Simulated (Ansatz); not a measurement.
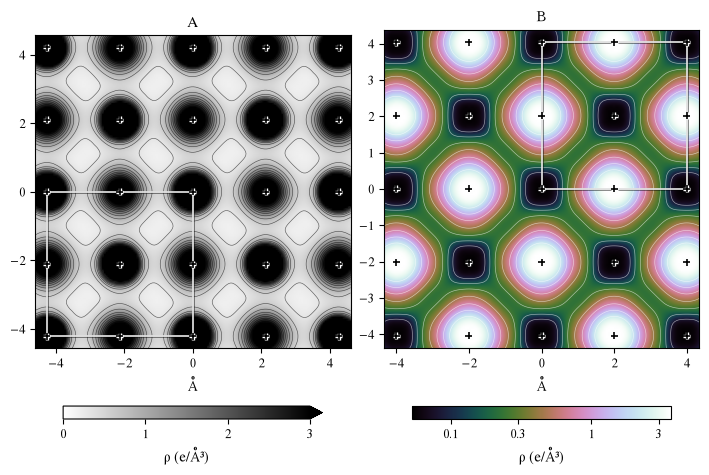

The valence pseudo-density of 2 systems, each on a plane through atoms (crosses mark nuclei in the plane).

All numbers below come from Ansatz, DFT, PBE, plane waves, PAW.

System 1: GaN, the (11̄0) plane of the conventional cell. Space group I4/mmm; started from the rocksalt prototype, which need not be the ambient phase; changed on purpose from its base cell (uniaxial z strain +1.0%); computed pressure about 6 GPa in this cell.

System 2: AlN, the (11̄0) plane of the conventional cell. Space group I4/mmm; started from the rocksalt prototype, which need not be the ambient phase; changed on purpose from its base cell (uniaxial z strain -1.0%); computed pressure about 9 GPa in this cell.

```
Al N
1.0
     2.01887   -2.01887    0.00000
     2.01887    2.01887    0.00000
     0.00000    0.00000    3.99736
Al N
2 2
Cartesian
  0.0000 0.0000 0.0000
  2.0189 0.0000 1.9987
  2.0189 0.0000 0.0000
  0.0000 0.0000 1.9987
```

Question: Which map belongs to which system?

Answer: Panel A is system 1, GaN: the plane holds Ga and N. Ga–N (2.11 Å): ρ at the midpoint is about 0.52 e/Å³. Panel B is system 2, AlN: the plane holds Al and N. Al–N (2.00 Å): ρ is about 0.55 e/Å³ halfway.
